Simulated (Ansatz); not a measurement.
CdSe

Input file:

```
crystal:
  lattice:
    - [7.6165852965, 0.0, 0.0]
    - [0.0, 7.6165852965, 0.0]
    - [0.0, 0.0, 7.6165852965]
  atoms:
    - { symbol: Cd, position: [0.5, 0.0, 0.75] }
    - { symbol: Cd, position: [0.75, 0.5, 0.0] }
    - { symbol: Cd, position: [0.0, 0.75, 0.5] }
    - { symbol: Cd, position: [0.5, 0.0, 0.25] }
    - { symbol: Cd, position: [0.25, 0.5, 0.0] }
    - { symbol: Cd, position: [0.0, 0.25, 0.5] }
    - { symbol: Se, position: [0.0, 0.5, 0.75] }
    - { symbol: Se, position: [0.75, 0.0, 0.5] }
    - { symbol: Se, position: [0.5, 0.75, 0.0] }
    - { symbol: Se, position: [0.0, 0.5, 0.25] }
    - { symbol: Se, position: [0.25, 0.0, 0.5] }
    - { symbol: Se, position: [0.5, 0.25, 0.0] }
basis:
  ecutwfc: 500
kpoints:
  mp_grid: { grid: [4, 4, 4] }
  band_path:
    path:
      - [[0.0, 0.0, 0.0], [0.0, 0.5, 0.0], [0.5, 0.5, 0.0], [0.0, 0.0, 0.0], [0.5, 0.5, 0.5], [0.0, 0.5, 0.0]]
      - [[0.5, 0.5, 0.5], [0.5, 0.5, 0.0]]
    npoints: 10
hamiltonian:
  xc: r2scan
scf:
  occupations: { method: gaussian, width: 0.02 }
  n_extra_bands: 30
output:
  forces: true
  stress: true
  eigenvalues: true
  populations: true
  dos: { projected: true, de: 0.02, nscf_kmesh: { grid: [6, 6, 6] } }
  bader: false
  write_density: true
  write_potential: true
  elf: true
  volumetric_format: npy
```

Launched as:

```sh
ansatz run input.yaml --threads 1 --pin off --max-ram 2560MiB --backend cpu --events-out ev --progress --plain --runs-dir out
```

Below, planes, directions and counts refer to the conventional cell (a = 7.62 Å, b = 7.62 Å, c = 7.62 Å, α = 90.00°, β = 90.00°, γ = 90.00°).

Space group Pm-3n; a structure generated by program, which may or may not match a known phase.

Computed with DFT r2SCAN, scalar-relativistic, plane waves, PAW in Ansatz.

Core electrons are frozen (PAW), and the valence fields are smoothed inside the atomic spheres.

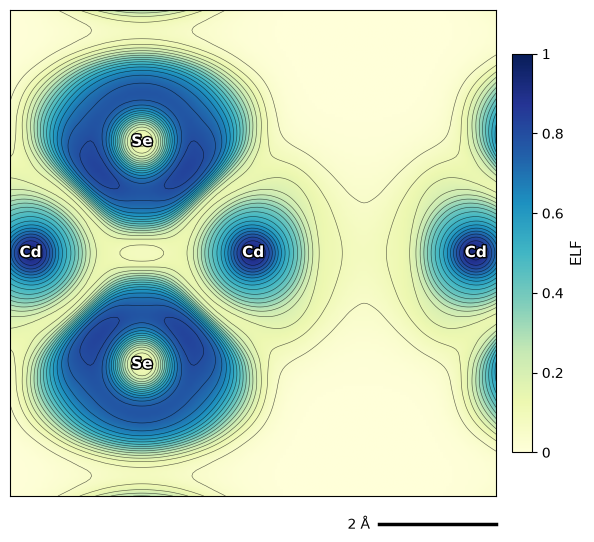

Figure 1. ELF on the (100) plane of the conventional cell.

Question: What do the fields say about this system?

Answer: Atoms in the plane: Cd and Se. Cd–Se (2.69 Å): the ELF is about 0.40 at the midpoint and 0.15 at its lowest between the atoms. The features right at Cd lie inside the PAW spheres, where the map follows smoothed inner orbitals and isn't to be read closely.

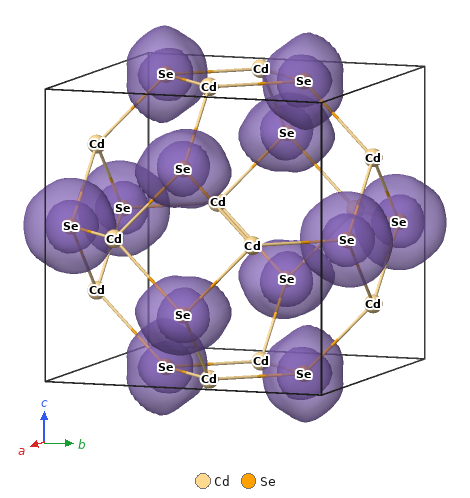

Figure 2. Isosurface of the ELF at 0.75 (purple), seen slightly off an axis. Only the valence region is drawn (cores and ρ < 0.01 e/Å³ removed). Sticks mark near contacts.

Question: Where are the electrons localised?

Answer: The surface consists of six regions wrapped around Se (the valence shell of each), counted in one cell of 12 atoms. Any copies at cell faces, edges or corners count once.

Question: Does the calculation make it a metal, or give it a gap?

Answer: It is gapped, with a Kohn–Sham gap of 1.1 eV on the k-point mesh, an upper bound to the gap of this method.
